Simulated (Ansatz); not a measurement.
# SiO2: a point defect seen from the nuclei (Hf on a Si site), part 3 of 3

Wanted: the field gradients around Hf on a Si site in SiO2, cell charge 0, before and after the neighbours move. The cell is a supercell built from an entry of the Crystallography Open Database (COD; perhaps a calculated or model structure). Planned: a single point, then a relaxation, then r2SCAN.

Ansatz 0.2.0; DFT, PBE, plane-wave PAW, default files, scalar-relativistic, as far as a step names no other.

## Step 4: R2SCAN at the relaxed positions

Contents of input.yaml:

```yaml
crystal:
  lattice:
    - [-5.1085, 3.97895, 2.47825]
    - [10.217, -7.9579, 4.9565]
    - [5.1085, 3.97895, -2.47825]
  atoms:
    - { symbol: Hf, position: [0.8897416123, 0.3046346668, 0.4645036438] }
    - { symbol: Si, position: [0.8084647251, 0.7867479261, 0.4515093011] }
    - { symbol: Si, position: [0.1833184398, 0.2017440176, 0.5386800366] }
    - { symbol: Si, position: [0.1353010343, 0.7030778451, 0.5466768709] }
    - { symbol: Si, position: [0.8996339543, 0.4568073825, 0.7717866854] }
    - { symbol: Si, position: [0.8610599225, 0.9641765094, 0.7524554946] }
    - { symbol: Si, position: [0.1179873147, 0.0197530511, 0.2380449969] }
    - { symbol: Si, position: [0.1073328874, 0.5617180245, 0.237619417] }
    - { symbol: O, position: [0.8290658024, 0.3913955719, 0.2526320189] }
    - { symbol: O, position: [0.8356803197, 0.8434863879, 0.2358236757] }
    - { symbol: O, position: [0.5317976806, 0.2946288054, 0.7202132946] }
    - { symbol: O, position: [0.4980079392, 0.8224132699, 0.7272209004] }
    - { symbol: O, position: [0.9275116112, 0.0919507158, 0.6464926835] }
    - { symbol: O, position: [0.8967981692, 0.5425374622, 0.5984965137] }
    - { symbol: O, position: [0.464690102, 0.0985458111, 0.3883997283] }
    - { symbol: O, position: [0.4399489746, 0.6261257169, 0.3977319067] }
    - { symbol: O, position: [1.0663743092, 0.4209494761, 0.7451042246] }
    - { symbol: O, position: [0.9472489277, 0.9113716475, 0.636323877] }
    - { symbol: O, position: [0.0750507267, 0.1052950258, 0.3258995563] }
    - { symbol: O, position: [0.1120939032, 0.6721218956, 0.3130198386] }
    - { symbol: O, position: [0.183054019, 0.3150457801, 0.4638857977] }
    - { symbol: O, position: [0.0297476345, 0.7730835054, 0.546876179] }
    - { symbol: O, position: [0.0973224596, 0.0365544403, 0.0010369015] }
    - { symbol: O, position: [0.0844475306, 0.5666750651, -0.0004335428] }
kpoints:
  mp_grid: { grid: [4, 2, 3] }
scf:
  occupations: { method: fermi_dirac, width: 0.01 }
hamiltonian:
  xc: r2scan
  pseudopotentials: { kind: paw }
output:
  forces: true
  stress: true
  populations: true
  efg:
    quadrupole_moments_barn: { Hf: 3.365, O: -0.02558 }
    contact_densities: true
  write_density: true
  write_potential: true
  elf: true
  volumetric_format: npy
```

Run with:

```sh
$ ansatz run input.yaml --threads 1 --pin off --max-ram 3072MiB --backend cpu --events-out ev --progress --plain --runs-dir out
```

Standard output:

```text
Warning: RAYON_NUM_THREADS=1 ignored (pool sized by the plan → 1); use --threads N
Hf: output.efg is read without spin–orbit coupling, which moves field gradients at and beside such atoms by some per cent and up to a factor of two; PAW files take it under magnetization.noncollinear and magnetization.spin_orbit
Engine: ansatz 0.2.0, aarch64-unknown-linux-gnu
Pseudopotentials: kind: paw
Pseudopotential: Hf, paw, valence charge 26, recommended cutoff 500 eV (meta_gga), Hf.paw.azcp
Pseudopotential: Si, paw, valence charge 4, recommended cutoff 500 eV (meta_gga), Si.paw.azcp
Pseudopotential: O, paw, valence charge 6, recommended cutoff 500 eV (meta_gga), O.paw.azcp
Functional definition: r2SCAN
  parameter k0 = 0.174
  parameter k1 = 0.065
  parameter a1 = 4.9479
  exchange = r2scan_x(k0 = k0, k1 = k1, a1 = a1)
  correlation = r2scan_c
Crystal: 24 atoms, lattice volume = 402.993 Å³
Basis set: ecut = 500 eV, 10209 PW (Γ), exchange–correlation on 216×432×216 points (64 copies of the dense FFT grid, shifted against one another)
Bands: 99, of which v1, the nominal top of the filled ones, is band 75 counted from 1 (74 counted from 0)
Symmetry: 1 space group operations
Space group: P1 (ITA 1), of the structure as read, at distance tolerance 7.4e-5 Å
k-points: 14 of 24 (time reversal used)
Non-local potential: Hf, projectors of the file, l = 0: 3, l = 1: 2, l = 2: 2, l = 3: 3
Non-local potential: Si, projectors of the file, l = 0: 2, l = 1: 2, l = 2: 2
Non-local potential: O, projectors of the file, l = 0: 2, l = 1: 2, l = 2: 1
PAW form: soft (Blöchl's): semilocal exchange-correlation on the pseudo side does not see the compensation charge
PAW frozen core: Hf, regenerated for the run's functional (the file was generated under x = pbe(κ = 0.804, μ = 0.2195149727645171), c = pbe(β = 0.06672455060314922))
PAW frozen core: Si, regenerated for the run's functional (the file was generated under x = pbe(κ = 0.804, μ = 0.2195149727645171), c = pbe(β = 0.06672455060314922))
PAW frozen core: O, regenerated for the run's functional (the file was generated under x = pbe(κ = 0.804, μ = 0.2195149727645171), c = pbe(β = 0.06672455060314922))
PAW one-centre angular grid: Hf, 974 points (default); XC on 160 Gauss nodes
PAW one-centre angular grid: Si, 302 points (default); XC on 160 Gauss nodes
PAW one-centre angular grid: O, 302 points (default); XC on 160 Gauss nodes
Initial density: superposition of atomic densities (neutral atoms: chi_scale 0, normalization atom), corrected by the library's trained network
Initial wavefunctions: pseudopotential atomic-orbital guess
Functional: x = r2scan, c = r2scan; τ floored in thin density (d = 2e-4 eV/Å³)
SCF iter   1: F=—  HF=-29334.071761 eV  |F-HF|=—  |Δ(HF+E_count)|=         —  Δρ=7.43e-3  dr2=2.37e-1  dr2_τ=2.04e0  ethr=1.77e-3  ⟨swp⟩=7.4  Hψ=6807  notcnv=0  defer=107
preconditioner: auto → Resta (q_TF=auto, 2.314 Å⁻¹)  ε∞=2.7  [insulator: Δε(μ)=6.404 eV  Ē_g=17.012 eV  σ=0.010 eV  W_gap=1.00  n_scr=88 (ndim 8)  ℏωp=22.0 eV  f_vac=0.316  D(μ)=0.00/eV (n_scr^D=0)  ε∞_Penn≈2.7  vacuum switching on, ρ_ref=2.1e-2 e/Å³]
SCF iter   2: F=—  HF=-29334.667764 eV  |F-HF|=—  |Δ(HF+E_count)|=   5.96e-1  Δρ=4.30e-3  dr2=4.81e-2  dr2_τ=6.25e-3  ethr=1.58e-4  ⟨swp⟩=3.0  Hψ=2850  notcnv=0  defer=234
SCF iter   3: F=—  HF=-29334.667818 eV  |F-HF|=—  |Δ(HF+E_count)|=   5.42e-5  Δρ=1.78e-3  dr2=7.42e-3  dr2_τ=7.41e-4  ethr=3.21e-5  ⟨swp⟩=3.1  Hψ=2106  notcnv=0  defer=234
SCF iter   4: F=—  HF=-29334.667341 eV  |F-HF|=—  |Δ(HF+E_count)|=   4.77e-4  Δρ=3.75e-4  dr2=5.09e-4  dr2_τ=1.59e-4  ethr=4.95e-6  ⟨swp⟩=3.0  Hψ=2393  notcnv=0  defer=234
SCF iter   5: F=—  HF=-29334.667172 eV  |F-HF|=—  |Δ(HF+E_count)|=   1.68e-4  Δρ=1.66e-4  dr2=5.87e-5  dr2_τ=1.59e-5  ethr=3.39e-7  ⟨swp⟩=2.0  Hψ=2304  notcnv=0  defer=234
SCF iter   6: F=—  HF=-29334.667400 eV  |F-HF|=—  |Δ(HF+E_count)|=   2.28e-4  Δρ=6.05e-5  dr2=7.83e-6  dr2_τ=1.68e-6  ethr=3.91e-8  ⟨swp⟩=2.0  Hψ=2212  notcnv=0  defer=234
SCF iter   7: F=—  HF=-29334.667408 eV  |F-HF|=—  |Δ(HF+E_count)|=   7.08e-6  Δρ=1.30e-5  dr2=4.64e-7  dr2_τ=6.30e-8  ethr=5.22e-9  ⟨swp⟩=2.0  Hψ=1978  notcnv=0  defer=234
SCF iter   8: F=-29334.667408 eV  HF=-29334.667408 eV  |F-HF|=7.90e-9  |Δ(HF+E_count)|=   5.23e-7  Δρ=4.10e-6  dr2=5.68e-8  dr2_τ=6.86e-9  ethr=6.67e-11  ⟨swp⟩=19.5  Hψ=12059  notcnv=0
SCF 1 converged in 8 iterations: F = -29334.667408 eV  dr2 = 5.68e-8
WARN: The output density's exchange-correlation potential varies sharply where the density is thin. Do not read a vacuum level from v_tot or v_xc, or from such a field of the output density. On a cell that repeats whose density bears no net charge and no dipole along the vacuum's axis use v_es (v_loc + v_h of the components); under efield.dipole_correction with no amplitude use v_es + v_field, which holds any external_charges[].barrier, or the levels of the report's work_function block, which leave it out; under a non-zero efield.amplitude the vacuum is tilted and has no level; on a cell that repeats and bears such a dipole with no correction it is tilted too, and efield.dipole_correction with no amplitude gives each side of its ramp a level where efield: is served; in a cell that repeats whose density bears a net charge (total_charge, or a fill off its count) it is curved and has none; of a slab under crystal.periodic whose density bears no net charge use v_es, which has a level on each side, short of where the two are joined; of another it falls or rises all the way out and has none; of a slab beside external_charges read slab_vacuum_level instead, which it has where they leave it neutral. The grid or the basis barely resolves most such structure, and the values can differ between equally converged runs; as a rule a tighter scf.convergence.dr2_threshold does not remove it. Where the density itself ripples (under the LDA too) a higher basis.ecutwfc lessens it. The files hold the spikes' plane waves up to the density's cutoff. Files: v_tot_of_output_density and the like, and their columns of v_z.tsv (output.write_potential); v_xc_of_output_density and the like, and their columns of v_comp_z.tsv (output.write_potential_components). Measured: with its Gaussian average of σ = 0.25 Å subtracted twice, the exchange-correlation potential is over 0.1 eV at 5629 of the grid points where the equally averaged density (valence and model cores) is under 1e-3 e/Å³, and 4.28 eV at the most among them, at an averaged density of 2.4e-4 e/Å³. The input density's (outcome.potential() and, of a run that writes arrays, v_tot and v_xc) is over 0.1 eV, so measured, at 5627 points of its own thin density, 4.28 eV at the most. See output.write_potential in the manual, Limitations
SCF converged after 8 iterations
Free energy (F): -29334.667408 eV
Harris-Foulkes:  -29334.667408 eV  (|F-HF|=7.90e-9)
Internal energy: -29334.667408 eV  (E = F + TS)
E sigma→0 (E₀):  -29334.667408 eV
Fermi energy:    3.474967 eV
--- Per-component energies (eV) ---
  E_band       = -1253.537257
  E_kinetic    = 3608.396842
  E_local      = -20724.068666  (includes V_loc(G=0)·N_el)
  E_nonlocal   = -325.761567
  E_hartree    = 8805.429272
  E_xc         = -1831.136397
  E_vxc        = -2360.905422  (∫ρ·V_xc dr)
  E_paw        = -13164.375557  (= ΣΔE_a)
  E_vpaw       = 791.662807  (= ΣTr[D̂ρ^β])
  E_aug_tail   = 0.016909  (compensation charges beyond the density's cutoff)
  E_vtau       = 146.254393  (kinetic-family band-sum trace: ∫τ·v_τ [+ j·A + Jᵃ·Aᵃ] dr)
  E_ewald      = -5702.443679
  E_core_change = -0.724564  (= ΣΔE_core)
  E_smearing   = -0.000000  (= −TS)
  E_closure    = -0.000000  (closes the sum)
  Σ components = -29334.667408   (vs F -29334.667408, Δ=0.00e0)
--- Forces (eV/Å), atoms counted from 1 ---
  atom   1  Hf     0.01154864     0.04429486     0.01475025
  atom   2  Si    -0.03355205     0.07174895     0.02002850
  atom   3  Si     0.02653754    -0.06946691     0.03060234
  atom   4  Si     0.05615746    -0.04310333    -0.02384358
  atom   5  Si     0.00220449     0.00803140     0.04301446
  atom   6  Si     0.00299018     0.06314157     0.02759823
  atom   7  Si    -0.01500356    -0.03337654     0.02798038
  atom   8  Si    -0.04352288    -0.02473371     0.02250495
  atom   9  O      0.08702252     0.14786291     0.36086285
  atom  10  O      0.34119865     0.28157614     0.19231959
  atom  11  O     -0.04581876    -0.29938965     0.18964180
  atom  12  O     -0.21552372    -0.21881784     0.14313375
  atom  13  O     -0.34834301     0.23809861     0.10728641
  atom  14  O     -0.00301544     0.24803470     0.18652930
  atom  15  O      0.14190223    -0.34998942    -0.00666312
  atom  16  O      0.11251113    -0.29147507     0.22033668
  atom  17  O      0.15963339    -0.46052908    -0.13280157
  atom  18  O      0.02116321    -0.25789416    -0.19596913
  atom  19  O     -0.00279305     0.36429679     0.02670271
  atom  20  O     -0.02336782     0.46394912    -0.21391740
  atom  21  O     -0.00376768     0.21375924    -0.35249144
  atom  22  O     -0.16722393    -0.14321940    -0.09323092
  atom  23  O      0.03818741    -0.06425429    -0.28328340
  atom  24  O     -0.09901435     0.11157886    -0.31109530
  max |Σ_I F_I| component: 1.24e-4 eV/Å
--- Stress (GPa, compression-positive) ---
        1.376633      -0.623829      -0.489516
       -0.623831       0.483114       0.021291
       -0.489514       0.021291      -1.036509
  P = ⅓ Tr σ = 0.2744 GPa (2.744 kbar)
--- PAW observables at the nuclei: V_zz in 10²¹ V/m², potentials from the cell's mean, atoms counted from 1 ---
  atom   1  Hf V_zz =   +12.818010   η = 0.4106   by run symmetry: allowed   C_q = +1042.9417 MHz
            electrostatic potential = -14168.009779 V   contact ρ = 7525089.988186 e/Å³
  atom   2  Si V_zz =    +0.583669   η = 0.7719   by run symmetry: allowed
            electrostatic potential = -1352.270281 V   contact ρ = 12780.078238 e/Å³
  atom   3  Si V_zz =    +0.785213   η = 0.7752   by run symmetry: allowed
            electrostatic potential = -1352.396106 V   contact ρ = 12780.414586 e/Å³
  atom   4  Si V_zz =    +0.962941   η = 0.9143   by run symmetry: allowed
            electrostatic potential = -1352.267990 V   contact ρ = 12779.984397 e/Å³
  atom   5  Si V_zz =    -1.617205   η = 0.3968   by run symmetry: allowed
            electrostatic potential = -1352.438287 V   contact ρ = 12780.322259 e/Å³
  atom   6  Si V_zz =    +1.037573   η = 0.5730   by run symmetry: allowed
            electrostatic potential = -1352.178677 V   contact ρ = 12779.978896 e/Å³
  atom   7  Si V_zz =    +0.619268   η = 0.3456   by run symmetry: allowed
            electrostatic potential = -1352.444902 V   contact ρ = 12780.271909 e/Å³
  atom   8  Si V_zz =    +1.425155   η = 0.2511   by run symmetry: allowed
            electrostatic potential = -1352.382848 V   contact ρ = 12780.550462 e/Å³
  atom   9  O  V_zz =    +5.029783   η = 0.1379   by run symmetry: allowed   C_q = -3.1110 MHz
            electrostatic potential = -617.633738 V   contact ρ = 2150.954918 e/Å³
  atom  10  O  V_zz =    +7.864400   η = 0.5450   by run symmetry: allowed   C_q = -4.8643 MHz
            electrostatic potential = -617.398113 V   contact ρ = 2149.697461 e/Å³
  atom  11  O  V_zz =    +8.628577   η = 0.2645   by run symmetry: allowed   C_q = -5.3370 MHz
            electrostatic potential = -617.295362 V   contact ρ = 2149.133360 e/Å³
  atom  12  O  V_zz =    +8.943094   η = 0.2843   by run symmetry: allowed   C_q = -5.5315 MHz
            electrostatic potential = -617.242648 V   contact ρ = 2148.813516 e/Å³
  atom  13  O  V_zz =    +8.209769   η = 0.5739   by run symmetry: allowed   C_q = -5.0779 MHz
            electrostatic potential = -617.262480 V   contact ρ = 2149.502428 e/Å³
  atom  14  O  V_zz =    +8.789536   η = 0.2976   by run symmetry: allowed   C_q = -5.4365 MHz
            electrostatic potential = -617.448246 V   contact ρ = 2148.834806 e/Å³
  atom  15  O  V_zz =    +5.146798   η = 0.1414   by run symmetry: allowed   C_q = -3.1834 MHz
            electrostatic potential = -617.732670 V   contact ρ = 2150.761239 e/Å³
  atom  16  O  V_zz =    +7.834388   η = 0.4908   by run symmetry: allowed   C_q = -4.8457 MHz
            electrostatic potential = -617.167915 V   contact ρ = 2149.384863 e/Å³
  atom  17  O  V_zz =    +4.741157   η = 0.4540   by run symmetry: allowed   C_q = -2.9325 MHz
            electrostatic potential = -617.756799 V   contact ρ = 2151.183848 e/Å³
  atom  18  O  V_zz =    +8.828452   η = 0.2238   by run symmetry: allowed   C_q = -5.4606 MHz
            electrostatic potential = -617.338285 V   contact ρ = 2148.652560 e/Å³
  atom  19  O  V_zz =    +8.806913   η = 0.2160   by run symmetry: allowed   C_q = -5.4473 MHz
            electrostatic potential = -617.446158 V   contact ρ = 2148.826879 e/Å³
  atom  20  O  V_zz =    +7.658776   η = 0.5073   by run symmetry: allowed   C_q = -4.7371 MHz
            electrostatic potential = -617.288239 V   contact ρ = 2149.741663 e/Å³
  atom  21  O  V_zz =    +4.725709   η = 0.2145   by run symmetry: allowed   C_q = -2.9230 MHz
            electrostatic potential = -617.760121 V   contact ρ = 2150.982585 e/Å³
  atom  22  O  V_zz =    +9.250126   η = 0.0957   by run symmetry: allowed   C_q = -5.7214 MHz
            electrostatic potential = -617.403923 V   contact ρ = 2148.042368 e/Å³
  atom  23  O  V_zz =    +9.132468   η = 0.2112   by run symmetry: allowed   C_q = -5.6486 MHz
            electrostatic potential = -617.414908 V   contact ρ = 2148.448757 e/Å³
  atom  24  O  V_zz =    +8.471518   η = 0.2553   by run symmetry: allowed   C_q = -5.2398 MHz
            electrostatic potential = -617.326929 V   contact ρ = 2148.804214 e/Å³
--- Band table (eV; the first three rows and the last of 14) ---
  k-point 0: bands = ["-60.7469", "-29.0767", "-29.0364", "-29.0013", "-19.9293", "-19.3664", "-19.1799", "-18.9160", "-18.6111", "-18.5400", "-18.3941", "-18.0464", "-18.0108", "-17.9691", "-17.9133", "-17.8889", "-17.3693", "-17.1067", "-17.0458", "-16.9562", "-9.1168", "-9.0921", "-9.0842", "-9.0823", "-9.0785", "-9.0668", "-9.0619", "-7.8205", "-7.5777", "-7.3588", "-7.0311", "-6.2807", "-5.9080", "-5.1397", "-5.0534", "-4.8615", "-4.7460", "-4.5682", "-4.4077", "-3.8523", "-3.6973", "-3.5843", "-3.4185", "-3.1410", "-2.8639", "-2.6082", "-2.4201", "-2.2482", "-2.2012", "-2.0951", "-1.9315", "-1.7728", "-1.6596", "-1.5638", "-1.5453", "-1.4720", "-1.3918", "-1.3295", "-1.2231", "-1.1786", "-0.9779", "-0.9159", "-0.8130", "-0.7507", "-0.6778", "-0.5982", "-0.5565", "-0.4498", "-0.2687", "-0.2252", "-0.1414", "-0.0550", "0.0429", "0.1349", "0.1693", "6.6329", "7.5780", "7.5979", "8.0630", "8.4672", "8.5561", "9.1992", "9.3385", "10.2247", "10.4385", "10.5356", "10.5843", "10.6672", "10.7961", "10.9753", "11.0774", "11.1542", "11.2332", "11.3639", "11.4216", "11.6189", "11.7139", "12.0271", "12.2877"]
[... 3 lines left out ...]
--- Löwdin populations: 24 sites ---
  site symbol       q [e]
     0     Hf     24.3462
     1     Si      2.1346
     2     Si      2.1774
     3     Si      2.1308
     4     Si      2.1723
     5     Si      2.1304
     6     Si      2.1618
     7     Si      2.1725
     8      O      6.7488
     9      O      6.8152
    10      O      6.8245
    11      O      6.8209
    12      O      6.8233
    13      O      6.8289
    14      O      6.7550
    15      O      6.8277
    16      O      6.7575
    17      O      6.8302
    18      O      6.8275
    19      O      6.8140
    20      O      6.7315
    21      O      6.8204
    22      O      6.8198
    23      O      6.8116
  spilling = 0.011448 (of n_electrons = 150.000000)
```

Wall time 3.9 min (1 thread of Arm Neoverse V1, shared host); peak memory 2 GiB.

State: gap on the mesh 6.33 eV, largest force 0.511 eV/Å, pressure 0.3 GPa.

Beside the values of step 3 (V_zz in 10²¹ V/m²; 11 of 24 rows, with the four largest changes of size):

```tsv
site	atoms	V_zz, PBE relaxed	V_zz, r2SCAN	η, PBE relaxed	η, r2SCAN
Hf	1	12.72	12.82	0.39	0.41
O21	21	4.81	4.73	0.22	0.21
O15	15	5.26	5.15	0.14	0.14
O9	9	5.10	5.03	0.16	0.14
O17	17	4.83	4.74	0.45	0.45
Si5	5	-1.60	-1.62	0.39	0.40
Si3	3	0.78	0.79	0.78	0.78
Si8	8	1.40	1.43	0.27	0.25
O16	16	7.95	7.83	0.49	0.49
O18	18	8.95	8.83	0.21	0.22
O22	22	9.36	9.25	0.10	0.10
```

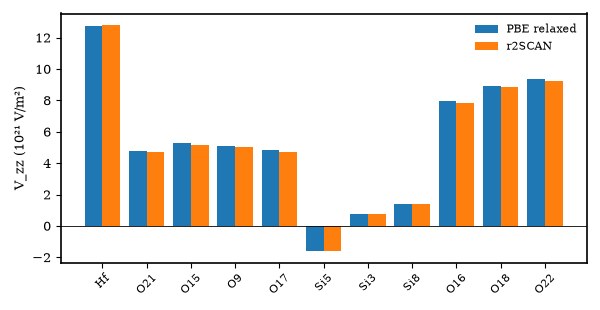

V_zz by site: PBE relaxed and r2SCAN.

The sizes of the gradients above 0.15 moved by 1.2 % in the median, 2.2 % at the site that moves most (small gradients counted from 0.15; Si7, 0.61 to 0.62). The cutoff follows the datasets, from 420 to 500 eV.

## Step 5: Simulated spectra, from step 3

¹⁷⁷Hf (I = 7/2, Q = 3365 mb) in zero field: pure quadrupole lines, for atoms at rest. Strengths are squared matrix elements for a powder, against the strongest line of the same site.

```tsv
site	count	line (MHz)	strength
Hf	1	107	0.85
Hf	1	139	1.00
Hf	1	218	0.60
Hf	1	246	0.06
```

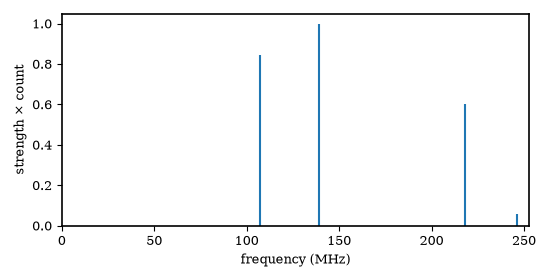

Stick spectrum of the ¹⁷⁷Hf quadrupole resonances of the sites tabulated.

## Step 6: What came out

What follows sums up all 3 parts.

| quantity | value |
| --- | --- |
| state (step 3) | gap on the mesh 5.63 eV, largest force 0.028 eV/Å, pressure 4.1 GPa |
| V_zz by site, step 3 (10²¹ V/m²) | Hf 12.72, O21 4.81, O15 5.26, O9 5.10, O17 4.83, Si5 -1.60, Si3 0.78, Si8 1.40, … |
| largest C_Q in size, step 3 | 1035 MHz, ¹⁷⁷Hf at Hf |
| step 3 (ions relaxed) against step 2 | 9 % in the median, over a factor of two at the site that moves most (small gradients counted from 0.15; Si5, -0.51 to -1.60), with a change of sign at Hf, Si3 |
| step 4 (r2SCAN) against step 3 | 1.2 % in the median, 2.2 % at the site that moves most (small gradients counted from 0.15; Si7, 0.61 to 0.62) |

**Reading.** Site Hf (4 O at 1.93–1.96 Å; also 2 O at 3.19–3.26 Å) carries the largest gradient. The runs allow no spin. Relaxing moved atoms by up to 0.61 Å and single gradients by over a factor of two in size at the worst site (9 % in the median) (gradients over 0.15 counted), so at some sites the starting positions were a poor guide. Between PBE relaxed and r2SCAN the gradients differ by up to 2.2 %. The ¹⁷⁷Hf zero-field lines reach up to 246 MHz, for nuclei at rest; thermal motion mostly lowers such lines a little. The defect repeats with the cell of 24 atoms, so it feels its images: sites between two images don't show the values beside a lone defect, and zeros or small values of η there can come from the images' arrangement. O and Si carry a gradient in the pure host already, so the values there aren't the defect's effect alone. The gap, too, lacks spin–orbit coupling.

The gaps are Kohn-Sham values of a semilocal functional, not quasiparticle or optical gaps. Such gaps usually fall short of the measured ones.
